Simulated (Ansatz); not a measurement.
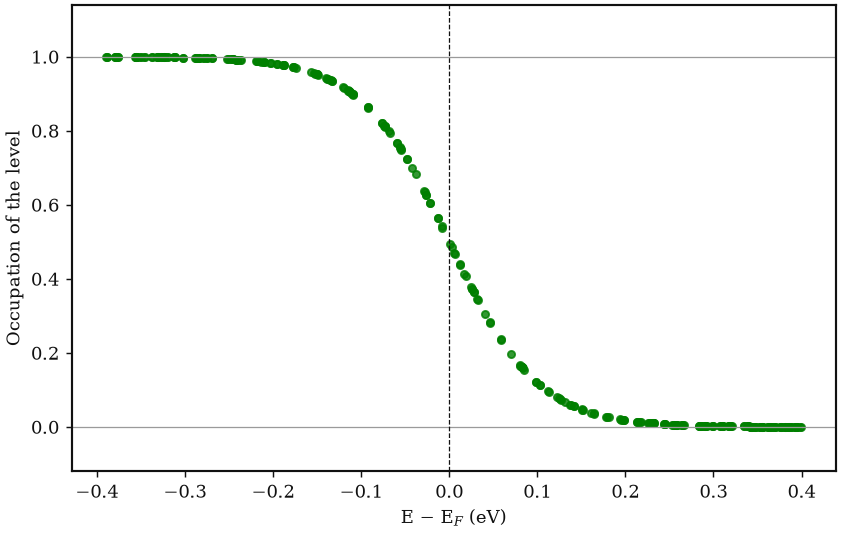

Occupations of the one-electron levels of the k mesh against their energy, from a run on FeO, space group I4/mmm (No. 139), 4 atoms in the cell, with Ansatz.

Question: Name the smearing function and its width.

Answer: Fermi-Dirac smearing with a width of 0.05 eV. The occupations stay between 0 and 1 and have long exponential tails; the slope at the Fermi level is 1/(4 × width).
